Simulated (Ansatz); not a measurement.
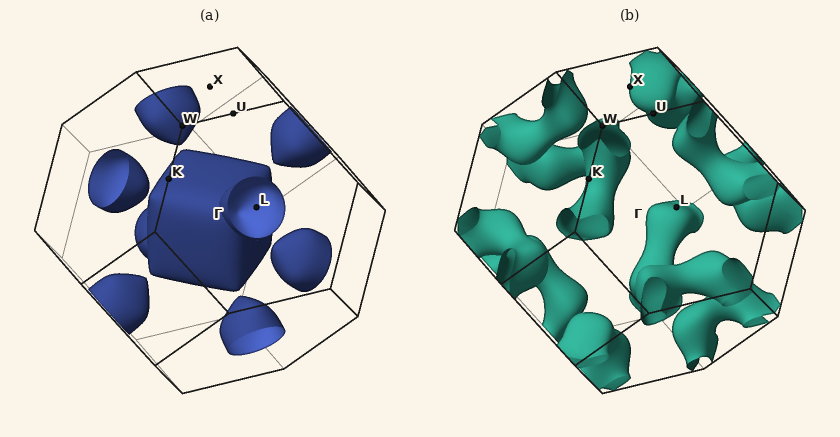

A computed Fermi surface in the first Brillouin zone. Each panel holds one band. The brighter face of a sheet looks towards empty states.

**Which lattice has this zone with these labels?**

Face-centred cubic.

**What do the sheets look like?**

Panel (a): one hole pocket centred at Γ (7.3 % of the zone) and four hole pockets centred at L (each 1.3 % of the zone).
Panel (b): an open electron network that joins neighbouring zones in all directions (12 % of the zone).
A pocket cut by a face of the zone is counted once with the part on the opposite face.
The shape of the surface of panel (a) changes its kind within 0.03 eV of this level, so small parts may appear, vanish, join or separate.

The surface was computed for Hf in space group Fm-3m; other compounds with the same structure and electron count can look alike.

All numbers here come from DFT LDA, scalar-relativistic, plane waves, PAW; levels and slopes on a dense k mesh at the converged density in Ansatz. No spin polarisation. The levels come from a k mesh of 34×34×34 points. The geometry was not relaxed (residual pressure −6 GPa).

Spin-orbit coupling is left out; with Hf it can split, shift or remove sheets. Necks and pockets thinner than about two mesh steps aren't resolved, so separate pockets may in truth be joined.
